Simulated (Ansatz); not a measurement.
## Electronic structure of MgGa2O4 in real space

MgGa2O4, 56 atoms, a = 8.45 Å, b = 8.45 Å, c = 8.45 Å, α = 90.00°, β = 90.00°, γ = 90.00°.

Space group Fd-3m; a structure from a database of computed crystals, not necessarily the ambient phase; computed pressure about −6 GPa in this cell.

All numbers below come from DFT PBEsol, scalar-relativistic, plane waves, PAW (Ansatz 0.2.0).

Core electrons are frozen (PAW), and the valence fields are smoothed inside the atomic spheres.

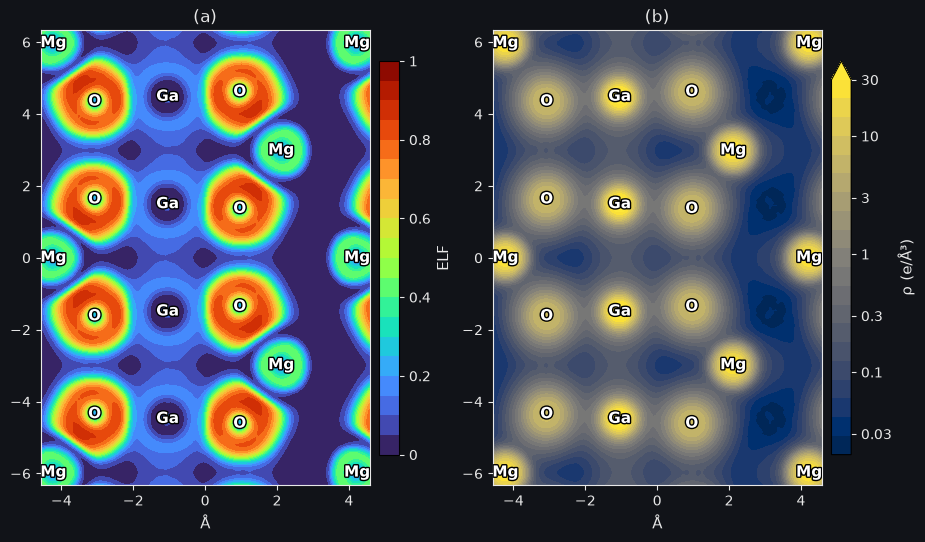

Figure 1. (a) ELF; (b) valence pseudo-density on the (011) plane of the conventional cell.

**Describe what can be read from this map.**

- The section cuts through Mg, Ga and O sites.
- Mg–O (1.99 Å): ρ is about 0.43 e/Å³ halfway; the ELF peaks at about 0.85 in the valence shell of O, 0.7 Å from its nucleus, and is about 0.35 at the midpoint (a closed-shell, largely ionic contact).
- Ga–O (2.02 Å): the density is about 0.57 e/Å³ at the midpoint; the ELF peaks at about 0.85 in the valence shell of O, 0.6 Å from its nucleus, and is about 0.30 at the midpoint.
- Between the atoms the lowest density in this plane is 0.02 e/Å³.

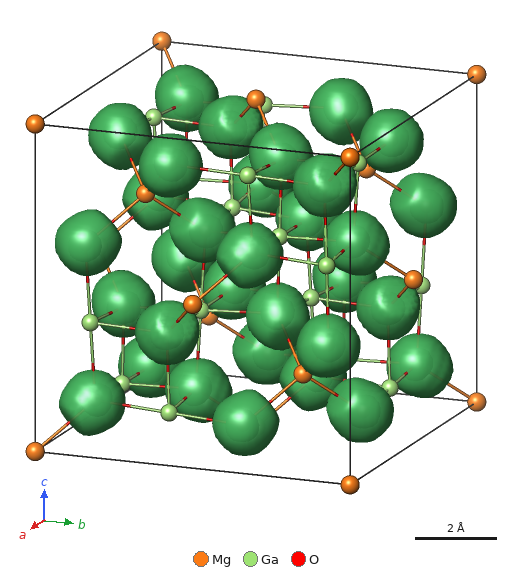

Figure 2. Isosurface of the electron localisation function at 0.75 (green), seen slightly off an axis. Only the valence region is drawn (cores and ρ < 0.01 e/Å³ removed). Sticks mark near contacts.

**Describe the localisation domains.**

The ELF exceeds this value in 32 regions wrapped around O (the valence shell of each), counted in one cell of 56 atoms. Any copies at cell faces, edges or corners count once.

**Does the calculation make it a metal, or give it a gap?**

It is gapped, with a Kohn–Sham gap of 3.0 eV on the k-point mesh, an upper bound to the gap of this method.
